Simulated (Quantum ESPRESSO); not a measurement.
# 2H-WS2, 3 layers, AA' stacking against a metal electrode: a series in the charge of the slab, part 2 of 3

What law, if any, do the results for 2H-WS2, 3 layers, AA' stacking against a metal electrode follow against the charge of the slab?

Quantum ESPRESSO 7.5; plane-wave DFT, PBE, GBRV ultrasoft pseudopotentials.

So far. Step 2 (Relaxing cell and ions of the reference):  The last row is no step: it is a fresh SCF in the final cell with a new plane-wave basis, +2 meV from the row before.

### 3. Self-consistent run, 0 ×10¹³ e/cm²

A run under open boundaries on these atoms gives the vacuum levels.

Level of this step: plane-wave DFT, PBE, GBRV ultrasoft pseudopotentials (Quantum ESPRESSO 7.5).

Input file m2.esm.in:

```
&control
  prefix = 'm2.esm'
  outdir = './out'
  pseudo_dir = './pseudo'
  calculation = 'scf'
  tprnfor = .true.
/
&system
  ibrav = 0
  nat = 9
  ntyp = 2
  ecutwfc = 40
  ecutrho = 200
  occupations = 'smearing'
  smearing = 'fd'
  degauss = 0.004
  assume_isolated = 'esm'
  esm_bc = 'bc3'
  tot_charge = 0.0
/
&electrons
  conv_thr = 1e-08
  mixing_beta = 0.4
  electron_maxstep = 120
  mixing_mode = 'plain'
/
ATOMIC_SPECIES
  S   32.0600  s_pbe_v1.4.uspp.F.UPF
  W   183.8400  w_pbe_v1.2.uspp.F.UPF
CELL_PARAMETERS angstrom
  3.15843329000000 0.00000000000000 0.00000000000000
  -1.57921664500000 2.73528346500000 0.00000000000000
  0.00000000000000 0.00000000000000 32.82686069700000
ATOMIC_POSITIONS crystal
  S   0.333333333300 0.666666666700 -0.173724826656
  W   0.000000000000 0.000000000000 -0.125665038056
  S   0.333333333300 0.666666666700 -0.077652609756
  S   0.000000000000 0.000000000000 0.012924940144
  W   0.333333333300 0.666666666700 0.060925716244
  S   0.000000000000 0.000000000000 0.108926492344
  S   0.333333333300 0.666666666700 0.199504042244
  W   0.000000000000 0.000000000000 0.247516470544
  S   0.333333333300 0.666666666700 0.295576259144
K_POINTS automatic
  24 24 1 0 0 0
```

Command:

```bash
$ OMP_NUM_THREADS=1 mpirun -n 8 pw.x -nk 8 -in m2.esm.in > m2.esm.out
```

Output:

```text
[banner, memory and clock lines left out]
Program PWSCF v.7.5 starts
[citation notice left out]

[...]
Message from routine setup:
[...]
bravais-lattice index     =            0
     lattice parameter (alat)  =       5.9686  a.u.
     unit-cell volume          =    1913.8152 (a.u.)^3
     number of atoms/cell      =            9
     number of atomic types    =            2
     number of electrons       =        78.00
     number of Kohn-Sham states=           47
     kinetic-energy cutoff     =      40.0000  Ry
     charge density cutoff     =     200.0000  Ry
     scf convergence threshold =      1.0E-08
     mixing beta               =       0.4000
     number of iterations used =            8  plain     mixing
     Exchange-correlation= SLA  PW   PBE  PBE
                           (   1   4   3   4   0   0   0)

     Effective Screening Medium Method
     Boundary Conditions: Vacuum-Slab-Metal
     total charge in unit cell        =   0.0000
     grid points for fit at edges     =        4

[...]
PseudoPot. # 1 for S  read from file:
     ./pseudo/s_pbe_v1.4.uspp.F.UPF
     Pseudo is Ultrasoft + core correction, Zval =  6.0
     Generated by new atomic code, or converted to UPF format
     Using radial grid of  907 points,  6 beta functions with:
                l(1) =   0
                l(2) =   0
                l(3) =   1
                l(4) =   1
                l(5) =   2
                l(6) =   2
     Q(r) pseudized with  8 coefficients,  rinner =    1.300   1.300   1.300
                                                       1.300   1.300

     PseudoPot. # 2 for W  read from file:
     ./pseudo/w_pbe_v1.2.uspp.F.UPF
     Pseudo is Ultrasoft + core correction, Zval = 14.0
     Generated by new atomic code, or converted to UPF format
     Using radial grid of  923 points,  8 beta functions with:
                l(1) =   0
                l(2) =   0
                l(3) =   0
                l(4) =   1
                l(5) =   1
                l(6) =   2
                l(7) =   2
                l(8) =   3
     Q(r) pseudized with  6 coefficients,  rinner =    1.350   1.350   1.350
                                                       1.350   1.350   1.350
                                                       1.350

     atomic species   valence    mass     pseudopotential
     S                 6.00    32.06000     S ( 1.00)
     W                14.00   183.84000     W ( 1.00)

      6 Sym. Ops. (no inversion) found

[...]
number of k points=    61  Fermi-Dirac smearing, width (Ry)=  0.0040
[...]
Dense  grid:    91761 G-vectors     FFT dimensions: (  27,  27, 288)

     Smooth grid:    65097 G-vectors     FFT dimensions: (  25,  25, 250)

     Initial potential from superposition of free atoms

     starting charge      77.6988, renormalised to      78.0000

     negative rho (up, down):  1.858E-01 0.000E+00
     Starting wfcs are   63 randomized atomic wfcs

     per-process dynamical memory:   140.5 Mb

     Self-consistent Calculation

     iteration #  1     ecut=    40.00 Ry     beta= 0.40
     Davidson diagonalization with overlap
     ethr =  1.00E-02,  avg # of iterations =  2.1

     Threshold (ethr) on eigenvalues was too large:
     Diagonalizing with lowered threshold

     Davidson diagonalization with overlap
     ethr =  3.11E-04,  avg # of iterations =  9.6

     negative rho (up, down):  1.878E-01 0.000E+00

     total energy              =    -622.47138705 Ry
     estimated scf accuracy    <       0.29037610 Ry

     iteration #  2     ecut=    40.00 Ry     beta= 0.40
[...]
negative rho (up, down):  1.911E-01 0.000E+00

[...]
total energy              =    -622.48171448 Ry
     estimated scf accuracy    <       0.07225898 Ry

     iteration #  3     ecut=    40.00 Ry     beta= 0.40
[...]
negative rho (up, down):  1.930E-01 0.000E+00

[...]
total energy              =    -622.51829841 Ry
     estimated scf accuracy    <       0.00803429 Ry

     iteration #  4     ecut=    40.00 Ry     beta= 0.40
[...]
negative rho (up, down):  1.931E-01 0.000E+00

[...]
total energy              =    -622.53492349 Ry
     estimated scf accuracy    <       0.01367750 Ry

     iteration #  5     ecut=    40.00 Ry     beta= 0.40
[...]
negative rho (up, down):  1.935E-01 0.000E+00

[...]
total energy              =    -622.53140047 Ry
     estimated scf accuracy    <       0.00708564 Ry

     iteration #  6     ecut=    40.00 Ry     beta= 0.40
[...]
negative rho (up, down):  1.944E-01 0.000E+00

[...]
total energy              =    -622.53672764 Ry
     estimated scf accuracy    <       0.01295854 Ry

[...]
iteration # 18     ecut=    40.00 Ry     beta= 0.40
[...]
negative rho (up, down):  1.942E-01 0.000E+00

[...]
total energy              =    -622.53444545 Ry
     estimated scf accuracy    <       0.00000011 Ry

     iteration # 19     ecut=    40.00 Ry     beta= 0.40
[...]
negative rho (up, down):  1.942E-01 0.000E+00

[...]
total energy              =    -622.53444547 Ry
     estimated scf accuracy    <       0.00000014 Ry

     iteration # 20     ecut=    40.00 Ry     beta= 0.40
[...]
negative rho (up, down):  1.942E-01 0.000E+00

[...]
total energy              =    -622.53444536 Ry
     estimated scf accuracy    <       0.00000007 Ry

     iteration # 21     ecut=    40.00 Ry     beta= 0.40
[...]
negative rho (up, down):  1.942E-01 0.000E+00

[...]
End of self-consistent calculation

          k = 0.0000 0.0000 0.0000 (  8069 PWs)   bands (ev):

   -79.7042 -79.7019 -79.7018 -43.9593 -43.9563 -43.9560 -43.7804 -43.7804
   -43.7767 -43.7767 -43.7766 -43.7766 -20.6448 -20.5443 -20.4593 -19.0873
   -18.9043 -18.7524 -12.5667 -12.1777 -11.7720  -8.6479  -8.5156  -8.5156
    -8.4972  -8.4972  -8.4953  -8.4953  -7.9236  -7.2825  -7.2825  -7.2512
    -7.2512  -7.2368  -7.2368  -7.0671  -6.0940  -5.5268  -5.1658  -2.7755
    -2.7720  -2.7143  -2.7123  -2.6268  -2.6208  -2.5675  -2.5648

          k = 0.0000 0.0481 0.0000 (  8057 PWs)   bands (ev):

   -79.7039 -79.7016 -79.7015 -43.9581 -43.9551 -43.9549 -43.7866 -43.7829
   -43.7827 -43.7818 -43.7781 -43.7780 -20.6152 -20.5147 -20.4296 -19.0747
   -18.8930 -18.7424 -12.5312 -12.1427 -11.7366  -8.7009  -8.5971  -8.5779
    -8.5755  -8.4869  -8.4680  -8.4657  -8.0237  -7.4978  -7.3320  -7.3001
    -7.2852  -7.2301  -7.2020  -6.9127  -6.0939  -5.5499  -5.2145  -2.7965
    -2.7830  -2.7538  -2.7408  -2.6962  -2.6683  -2.6563  -2.6486

[...]
the Fermi energy is    -4.6245 ev

!    total energy              =    -622.53444545 Ry
     estimated scf accuracy    <          8.3E-09 Ry
     smearing contrib. (-TS)   =      -0.00000007 Ry
     internal energy E=F+TS    =    -622.53444538 Ry

     The total energy is F=E-TS. E is the sum of the following terms:
     one-electron contribution = -107455.02645915 Ry
     hartree contribution      =   53711.95834398 Ry
     xc contribution           =    -174.68863057 Ry
     ewald contribution        =   53295.22230036 Ry

     convergence has been achieved in  21 iterations

     negative rho (up, down):  1.942E-01 0.000E+00

     Forces acting on atoms (cartesian axes, Ry/au):

     atom    1 type  1   force =     0.00000000   -0.00000000   -0.00433592
     atom    2 type  2   force =     0.00000000    0.00000000   -0.00295726
     atom    3 type  1   force =     0.00000000   -0.00000000   -0.00043329
     atom    4 type  1   force =     0.00000000    0.00000000   -0.00009116
     atom    5 type  2   force =     0.00000000   -0.00000000   -0.00002967
     atom    6 type  1   force =     0.00000000   -0.00000000    0.00007534
     atom    7 type  1   force =     0.00000000    0.00000000    0.00036455
     atom    8 type  2   force =     0.00000000    0.00000000    0.00288994
     atom    9 type  1   force =     0.00000000    0.00000000    0.00436580

     Total force =     0.007436     Total SCF correction =     0.000222

[...]
```

Run time: 3 min. Hardware: 8 MPI ranks of AMD EPYC 7R43, shared host; peak memory 2.1 GiB; 24 min of CPU time.

Read from the output:

```
Fermi energy                                                   : -4.625 eV
vacuum line at the lower end of the cell, over the Fermi level : 4.625 eV
slope of the potential above                                   : -6.33e-6 eV/Å
vacuum line at the upper end of the cell, over the Fermi level : 4.624 eV
```

The potential energy, planar mean oscillates, so the rows of the table below give means over windows of 2.5 Å about each position, cut where the curve ends. Its maxima inside the range that stand out by 2 % of the span (Å: eV): -5.0: -7.26, -3.3: -7.38, -1.0: 3.67, 1.1: -7.30, 2.9: -7.32, 5.0: 3.67, 7.3: -7.35, 9.0: -7.25. Its minima: -5.7: -14.8, -4.1: -13.5, -2.6: -14.7, 0.5: -14.8, 2.0: -13.5, 3.5: -14.8, 6.6: -14.8, 8.1: -13.5, 9.7: -14.8.

Electrostatic potential energy of an electron; zero at the Fermi level. The potential energy, planar mean by z; means over each step:

```
z (Å)  potential energy, planar mean (eV)
-15.0                                4.63
-12.5                                4.63
-10.0                                4.62
 -7.5                                3.45
 -5.0                               -11.1
 -2.5                               -7.00
  0.0                               -5.03
  2.5                               -11.2
  5.0                              -0.972
  7.5                               -11.4
 10.0                               -5.54
 12.5                                4.57
 15.0                                4.62
```

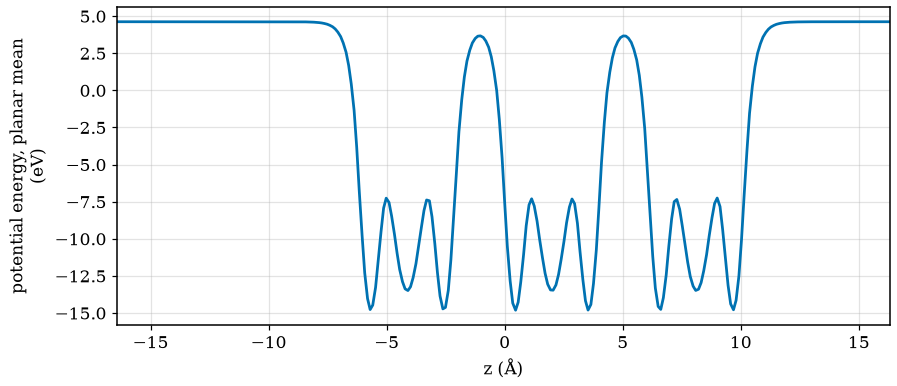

Potential energy, planar mean against z.

Inside the slab this potential holds the local part of the pseudopotentials, which can be repulsive at the nuclei; only its value in the vacuum has a meaning of its own.

### 4. Ground state, 1 ×10¹³ e/cm²

m3.esm.in is the input of step 3 with these lines changed:

```diff
@@ -1,3 +1,3 @@
 &control
-  prefix = 'm2.esm'
+  prefix = 'm3.esm'
   outdir = './out'
@@ -18,3 +18,3 @@
   esm_bc = 'bc3'
-  tot_charge = 0.0
+  tot_charge = 0.00876
 /
@@ -25,2 +25,3 @@
   mixing_mode = 'plain'
+  startingpot = 'file'
 /
```

Command:

```bash
$ cp -r out/m2.esm.save out/m3.esm.save
$ OMP_NUM_THREADS=1 mpirun -n 8 pw.x -nk 8 -in m3.esm.in > m3.esm.out
```

Output:

```text
[banner, memory and clock lines left out]
Program PWSCF v.7.5 starts
[...]
Message from routine setup:
[...]
number of electrons       =        77.99
     number of Kohn-Sham states=           47
     kinetic-energy cutoff     =      40.0000  Ry
     charge density cutoff     =     200.0000  Ry
[...]
number of k points=    61  Fermi-Dirac smearing, width (Ry)=  0.0040
[...]
Dense  grid:    91761 G-vectors     FFT dimensions: (  27,  27, 288)
[...]
The initial density is read from file :
[...]
negative rho (up, down):  1.941E-01 0.000E+00
     Starting wfcs are   63 randomized atomic wfcs
[...]
negative rho (up, down):  1.942E-01 0.000E+00
[...]
estimated scf accuracy    <       0.01889238 Ry
[...]
negative rho (up, down):  1.942E-01 0.000E+00
[...]
estimated scf accuracy    <       4.68373224 Ry
[...]
negative rho (up, down):  1.942E-01 0.000E+00
[...]
estimated scf accuracy    <       0.05448207 Ry
[...]
negative rho (up, down):  1.942E-01 0.000E+00
[...]
estimated scf accuracy    <       0.00274614 Ry
[...]
negative rho (up, down):  1.942E-01 0.000E+00
[...]
estimated scf accuracy    <       0.00274540 Ry
[...]
negative rho (up, down):  1.942E-01 0.000E+00
[...]
estimated scf accuracy    <       0.00240690 Ry
[...]
negative rho (up, down):  1.942E-01 0.000E+00
[...]
estimated scf accuracy    <       0.00206035 Ry
[...]
negative rho (up, down):  1.942E-01 0.000E+00
[...]
estimated scf accuracy    <       0.00144509 Ry
[...]
negative rho (up, down):  1.942E-01 0.000E+00
[...]
estimated scf accuracy    <       0.00123377 Ry
[...]
negative rho (up, down):  1.942E-01 0.000E+00
[...]
estimated scf accuracy    <       0.00112716 Ry
[...]
negative rho (up, down):  1.942E-01 0.000E+00
[...]
estimated scf accuracy    <       0.00132065 Ry
[...]
negative rho (up, down):  1.942E-01 0.000E+00
[...]
estimated scf accuracy    <       0.00034018 Ry
[...]
negative rho (up, down):  1.942E-01 0.000E+00
[...]
estimated scf accuracy    <       0.00053786 Ry
[...]
negative rho (up, down):  1.941E-01 0.000E+00
[...]
estimated scf accuracy    <       0.00055234 Ry
[...]
negative rho (up, down):  1.941E-01 0.000E+00
[...]
estimated scf accuracy    <       0.00024601 Ry
[...]
negative rho (up, down):  1.941E-01 0.000E+00
[...]
estimated scf accuracy    <       0.00009542 Ry
[...]
negative rho (up, down):  1.942E-01 0.000E+00
[...]
estimated scf accuracy    <       0.00015369 Ry
[...]
negative rho (up, down):  1.942E-01 0.000E+00
[...]
estimated scf accuracy    <       0.00008681 Ry
[...]
negative rho (up, down):  1.942E-01 0.000E+00
[...]
estimated scf accuracy    <       0.00000279 Ry
[...]
negative rho (up, down):  1.942E-01 0.000E+00
[...]
estimated scf accuracy    <       0.00000694 Ry
[...]
negative rho (up, down):  1.942E-01 0.000E+00
[...]
estimated scf accuracy    <       0.00000295 Ry
[...]
negative rho (up, down):  1.942E-01 0.000E+00
[...]
estimated scf accuracy    <       0.00000220 Ry
[...]
negative rho (up, down):  1.942E-01 0.000E+00
[...]
estimated scf accuracy    <       0.00000374 Ry
[...]
negative rho (up, down):  1.942E-01 0.000E+00
[...]
estimated scf accuracy    <       0.00000124 Ry
[...]
negative rho (up, down):  1.942E-01 0.000E+00
[...]
estimated scf accuracy    <       0.00000017 Ry
[...]
negative rho (up, down):  1.942E-01 0.000E+00
[...]
estimated scf accuracy    <       0.00000014 Ry
[...]
negative rho (up, down):  1.942E-01 0.000E+00
[...]
estimated scf accuracy    <       0.00000007 Ry
[...]
negative rho (up, down):  1.942E-01 0.000E+00
[...]
the Fermi energy is    -6.3026 ev
!    total energy              =    -622.53079262 Ry
     estimated scf accuracy    <          8.3E-09 Ry
     smearing contrib. (-TS)   =      -0.00008834 Ry
     internal energy E=F+TS    =    -622.53070428 Ry
[...]
one-electron contribution = -107448.47686092 Ry
     hartree contribution      =   53705.40694526 Ry
     xc contribution           =    -174.68308897 Ry
     ewald contribution        =   53295.22230036 Ry
     convergence has been achieved in  28 iterations
     negative rho (up, down):  1.942E-01 0.000E+00
[...]
Total force =     0.007246     Total SCF correction =     0.000438
[...]
```

Run time: 4.6 min. Hardware: 8 MPI ranks; peak memory 2.1 GiB.

This step gave:

- Fermi energy: -6.303 eV
- vacuum line at the lower end of the cell, over the Fermi level: 5.100 eV
- slope of the potential above: 0.1830 eV/Å
- vacuum line at the upper end of the cell, over the Fermi level: 6.302 eV

Inside the slab this potential holds the local part of the pseudopotentials, which can be repulsive at the nuclei; only its value in the vacuum has a meaning of its own.

### 5. SCF with pw.x, -1.5 ×10¹³ e/cm²

m1.esm.in is the input of step 4 with these lines changed:

```diff
@@ -1,3 +1,3 @@
 &control
-  prefix = 'm3.esm'
+  prefix = 'm1.esm'
   outdir = './out'
@@ -18,3 +18,3 @@
   esm_bc = 'bc3'
-  tot_charge = 0.00876
+  tot_charge = -0.01314
 /
```

Command:

```bash
$ cp -r out/m2.esm.save out/m1.esm.save
$ OMP_NUM_THREADS=1 mpirun -n 8 pw.x -nk 8 -in m1.esm.in > m1.esm.out
```

Output:

```text
[banner, memory and clock lines left out]
Program PWSCF v.7.5 starts
[...]
Message from routine setup:
[...]
number of electrons       =        78.01
     number of Kohn-Sham states=           47
     kinetic-energy cutoff     =      40.0000  Ry
     charge density cutoff     =     200.0000  Ry
[...]
number of k points=    61  Fermi-Dirac smearing, width (Ry)=  0.0040
[...]
Dense  grid:    91761 G-vectors     FFT dimensions: (  27,  27, 288)
[...]
The initial density is read from file :
[...]
negative rho (up, down):  1.942E-01 0.000E+00
     Starting wfcs are   63 randomized atomic wfcs
[...]
negative rho (up, down):  1.942E-01 0.000E+00
[...]
estimated scf accuracy    <       0.05278838 Ry
[...]
negative rho (up, down):  1.942E-01 0.000E+00
[...]
estimated scf accuracy    <     115.01339603 Ry
[...]
negative rho (up, down):  1.942E-01 0.000E+00
[...]
estimated scf accuracy    <       0.20477001 Ry
[...]
negative rho (up, down):  1.942E-01 0.000E+00
[...]
estimated scf accuracy    <       0.00680521 Ry
[...]
negative rho (up, down):  1.942E-01 0.000E+00
[...]
estimated scf accuracy    <       0.00724934 Ry
[...]
negative rho (up, down):  1.942E-01 0.000E+00
[...]
estimated scf accuracy    <       0.00676288 Ry
[...]
negative rho (up, down):  1.942E-01 0.000E+00
[...]
estimated scf accuracy    <       0.00614908 Ry
[...]
negative rho (up, down):  1.942E-01 0.000E+00
[...]
estimated scf accuracy    <       0.00543589 Ry
[...]
negative rho (up, down):  1.942E-01 0.000E+00
[...]
estimated scf accuracy    <       0.00514485 Ry
[...]
negative rho (up, down):  1.942E-01 0.000E+00
[...]
estimated scf accuracy    <       0.00491040 Ry
[...]
negative rho (up, down):  1.942E-01 0.000E+00
[...]
estimated scf accuracy    <       0.00475605 Ry
[...]
negative rho (up, down):  1.941E-01 0.000E+00
[...]
estimated scf accuracy    <       0.00524604 Ry
[...]
negative rho (up, down):  1.942E-01 0.000E+00
[...]
estimated scf accuracy    <       0.00286299 Ry
[...]
negative rho (up, down):  1.942E-01 0.000E+00
[...]
estimated scf accuracy    <       0.00211003 Ry
[...]
negative rho (up, down):  1.941E-01 0.000E+00
[...]
estimated scf accuracy    <       0.00100412 Ry
[...]
negative rho (up, down):  1.941E-01 0.000E+00
[...]
estimated scf accuracy    <       0.00049883 Ry
[...]
negative rho (up, down):  1.941E-01 0.000E+00
[...]
estimated scf accuracy    <       0.00008475 Ry
[...]
negative rho (up, down):  1.941E-01 0.000E+00
[...]
estimated scf accuracy    <       0.00013050 Ry
[...]
negative rho (up, down):  1.942E-01 0.000E+00
[...]
estimated scf accuracy    <       0.00028097 Ry
[...]
negative rho (up, down):  1.942E-01 0.000E+00
[...]
estimated scf accuracy    <       0.00023208 Ry
[...]
negative rho (up, down):  1.942E-01 0.000E+00
[...]
estimated scf accuracy    <       0.00013963 Ry
[...]
negative rho (up, down):  1.942E-01 0.000E+00
[...]
estimated scf accuracy    <       0.00013708 Ry
[...]
negative rho (up, down):  1.942E-01 0.000E+00
[...]
estimated scf accuracy    <       0.00007213 Ry
[...]
negative rho (up, down):  1.942E-01 0.000E+00
[...]
estimated scf accuracy    <       0.00005982 Ry
[...]
negative rho (up, down):  1.942E-01 0.000E+00
[...]
estimated scf accuracy    <       0.00000939 Ry
[...]
negative rho (up, down):  1.942E-01 0.000E+00
[...]
estimated scf accuracy    <       0.00047204 Ry
[...]
negative rho (up, down):  1.941E-01 0.000E+00
[...]
estimated scf accuracy    <       0.00003849 Ry
[...]
negative rho (up, down):  1.942E-01 0.000E+00
[...]
estimated scf accuracy    <       0.00002867 Ry
[...]
negative rho (up, down):  1.942E-01 0.000E+00
[...]
estimated scf accuracy    <       0.00001417 Ry
[...]
negative rho (up, down):  1.942E-01 0.000E+00
[...]
estimated scf accuracy    <       0.00000098 Ry
[...]
negative rho (up, down):  1.942E-01 0.000E+00
[...]
estimated scf accuracy    <       0.00000010 Ry
[...]
negative rho (up, down):  1.942E-01 0.000E+00
[...]
estimated scf accuracy    <       0.00000013 Ry
[...]
negative rho (up, down):  1.942E-01 0.000E+00
[...]
estimated scf accuracy    <       0.00000004 Ry
[...]
negative rho (up, down):  1.942E-01 0.000E+00
[...]
estimated scf accuracy    <       0.00000001 Ry
[...]
negative rho (up, down):  1.942E-01 0.000E+00
[...]
the Fermi energy is    -2.4219 ev
!    total energy              =    -622.53763765 Ry
     estimated scf accuracy    <          9.8E-09 Ry
     smearing contrib. (-TS)   =      -0.00020375 Ry
     internal energy E=F+TS    =    -622.53743390 Ry
[...]
one-electron contribution = -107464.59407879 Ry
     hartree contribution      =   53721.53041480 Ry
     xc contribution           =    -174.69607026 Ry
     ewald contribution        =   53295.22230036 Ry
     convergence has been achieved in  35 iterations
     negative rho (up, down):  1.942E-01 0.000E+00
[...]
Total force =     0.007768     Total SCF correction =     0.000693
[...]
```

Elapsed: 8.7 min, on 8 MPI ranks; peak memory 1.9 GiB.

Read from the output:

| Quantity | Value |
| --- | --- |
| Fermi energy | -2.422 eV |
| vacuum line at the lower end of the cell, over the Fermi level | 4.167 eV |
| slope of the potential above | -0.2746 eV/Å |
| vacuum line at the upper end of the cell, over the Fermi level | 2.422 eV |

Inside the slab this potential holds the local part of the pseudopotentials, which can be repulsive at the nuclei; only its value in the vacuum has a meaning of its own.

(Part 2 of 3 ends here.)

[Logs are printed without paths, hosts, clocks, repeated set-up lines and the standing remarks that a program may print on its own settings, such as how far it seeks lower states.]

[Hosts, paths, dates, database ids (printed as entryN), source tags and the programs' standing remarks are cut or masked in the printed files.]

[Maps of the electrostatic potential energy from Ansatz leave out the sawtooth potential of an applied field or a dipole correction, so their vacuum need not be flat; planar profiles and work functions include it.]
